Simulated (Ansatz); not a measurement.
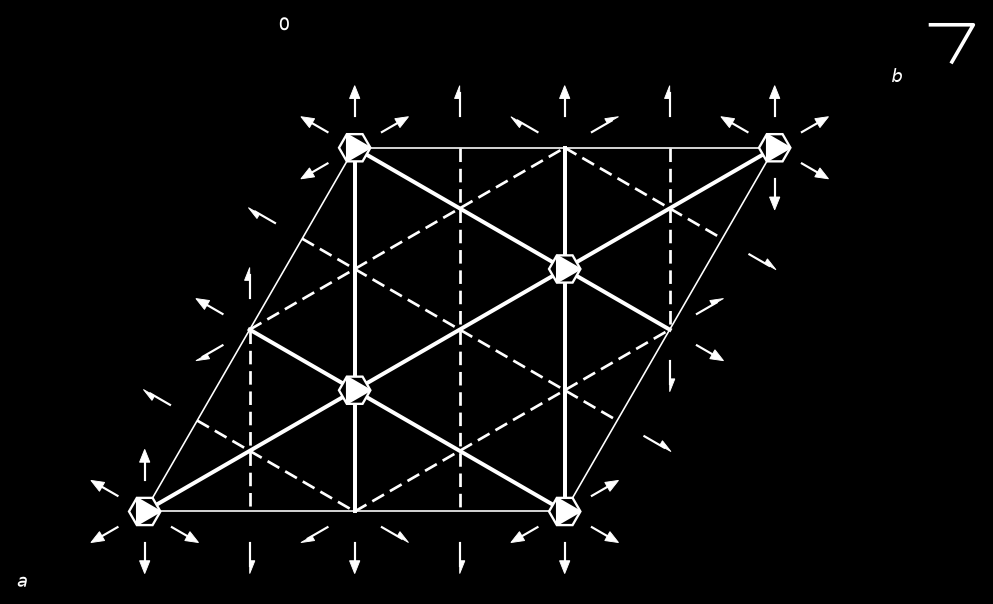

Symmetry elements of a space group, projected down c, computed from the operations of a computed or model structure of composition TaN.

Symbols follow the International Tables: origin at the upper left, the third axis towards the viewer; heavy, dashed, dotted, dash-dotted and dash-dot-dot lines are mirror, in-plane glide, out-of-plane glide, diagonal (n; with arrows d) and double (e) glide planes seen edge on; arrows at the rim are 2 (full head) and 2₁ (half head) axes in the plane; the corner sign is a plane parallel to the page; fractions are heights. Handed screw axes carry their printed symbol instead of tails.

Q: Give the Hermann–Mauguin symbol and number.

A: P-6m2, No. 187; primitive hexagonal, point group -6m2, 12 general positions a cell.

Q: List the elements shown.

A: −6 axes along c at (0, 0), (1/3, 2/3), (2/3, 1/3); mirror planes holding c and [1 2 0] or [2 1 0] or [−1 1 0]; in-plane glide planes holding c and [1 2 0] or [2 1 0] or [−1 1 0]; a mirror plane normal to c at height 0; 2 axes along [1 2 0] at height 0; 2 axes along [2 1 0] at height 0; 2 axes along [−1 1 0] at height 0; 2₁ axes along [1 2 0] at height 0; 2₁ axes along [2 1 0] at height 0; 2₁ axes along [−1 1 0] at height 0. Heights repeat every half period; positions are (a, b) fractions, modulo 1.

Q: Write the general positions (in any order).

A: x, y, z; −x+y, −x, −z; −y, x−y, z; x, y, −z; −x+y, −x, z; −y, x−y, −z; −y, −x, −z; x, x−y, z; −x+y, y, −z; −y, −x, z; x, x−y, −z; −x+y, y, z
